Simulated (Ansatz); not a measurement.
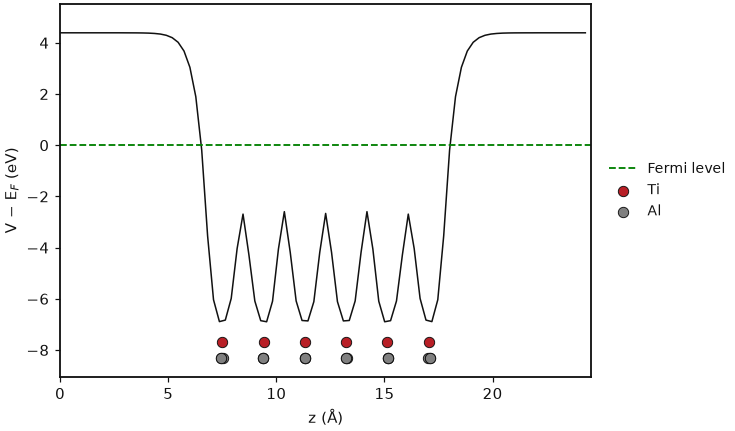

Plane-averaged electrostatic potential energy of an electron across the slab; circles at the bottom mark the heights of the atoms (positions after relaxation).

Calculation on a (100) slab cut from TiAl3 (I4/mmm), ended by TiAl₃ planes, 24 atoms in the cell.

Method: DFT r2SCAN, scalar-relativistic, plane waves, PAW, no spin polarisation, 9×4×1 k mesh, 500 eV cutoff (Ansatz 0.2.0).

What is the work function?

The work function is 4.39 eV, the same on both faces. The two vacuum levels agree, so the slab has no net dipole along its normal.

How thick are slab and vacuum?

The outermost atoms are 9.6 Å apart, which leaves 14.9 Å of vacuum in a cell 24.6 Å high.
